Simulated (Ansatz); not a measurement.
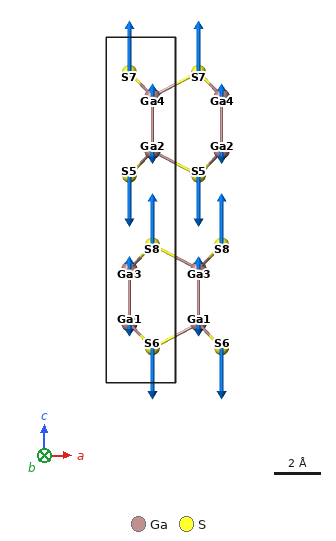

A relaxation of solid GaS (a generated structure, set up in P6_3/mmc). The starting structure is drawn; blue arrows show the displacements, 50 times their true length.

A ball-and-stick model of the cell of the calculation, repeated 2 × 1 × 1 with one cell outlined, seen along the b axis.

Method: DFT, PBE, plane-wave PAW, default files, scalar-relativistic, frozen cores (Ansatz 0.2.0). (plane-wave cutoff 420 eV; k-point mesh 14 × 14 × 3; occupations fermi dirac; smearing width 0.02 eV; no spin polarisation; potentials kind: paw, frozen_core: stored; atoms relaxed in a fixed cell; force threshold 0.02 eV/Å; at most 60 steps)

**Which element moves most?**

Sulfur: up to 0.046 Å, against 0.012 Å for gallium.

**What happened in the run?**

The largest moves, 0.046 Å, are those of S5, S6, S7 and S8. S6 goes along −c. Largest moves by element: S 0.046 Å, Ga 0.012 Å. The lattice vectors keep their values. Near-neighbour distances that change, for instance: Ga1–Ga3 2.415 → 2.439 Å, Ga1–S6 2.307 → 2.323 Å. The space group stays P6_3/mmc (No. 194). Over 2 geometry steps the energy falls by 3.8 meV per atom. Largest force component: 0.37 eV/Å at the start, 0.0092 eV/Å at the end. Cost: 2.1 min on 1 thread of Intel(R) Xeon(R) Processor @ 2.50GHz (Skylake/Cascade Lake), with other jobs on the host, peak memory 0.63 GiB.
